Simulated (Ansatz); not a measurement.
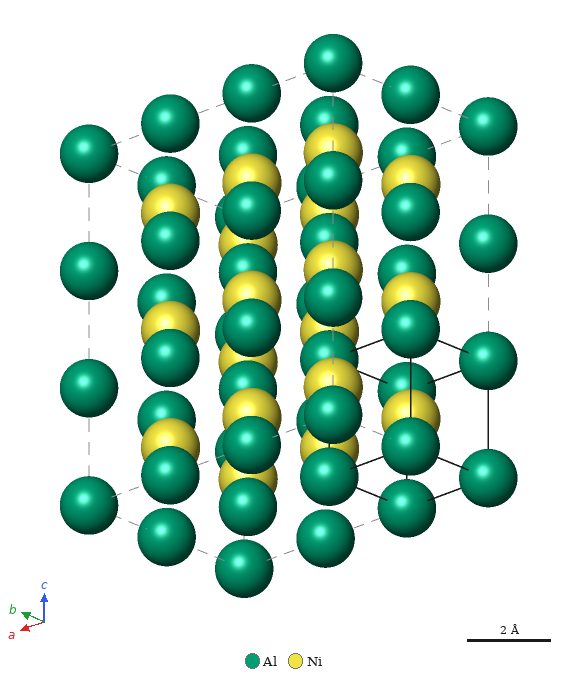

The image is a spheres-only drawing of a crystal, viewed from a general direction. Shown are 3×2×3 repeats of the unit cell, one of them outlined in solid lines.

AlNi, a = 2.75 Å, b = 2.75 Å, c = 3.10 Å, α = 90.00°, β = 90.00°, γ = 90.43°.

Level of theory and settings: DFT PBEsol, scalar-relativistic, plane waves, PAW in Ansatz, wavefunction cutoff 420 eV, an 18×18×16 grid in reciprocal space, Gaussian smearing of 0.15 eV, no spin polarisation (a spin-restricted run, not always the ground state).

> How large a gap does the method give, if there is one?

A metal: bands cross the Fermi level.

> Which way would the volume go on relaxing?

The computed pressure is 0.6 GPa (compressed: it would expand). The stress isn't hydrostatic: its largest component is 3.6 GPa.

The structure was taken from a structure listed in the Materials Project. The cell was then strained or its atoms displaced on purpose. A calculation with Ansatz used it as input.
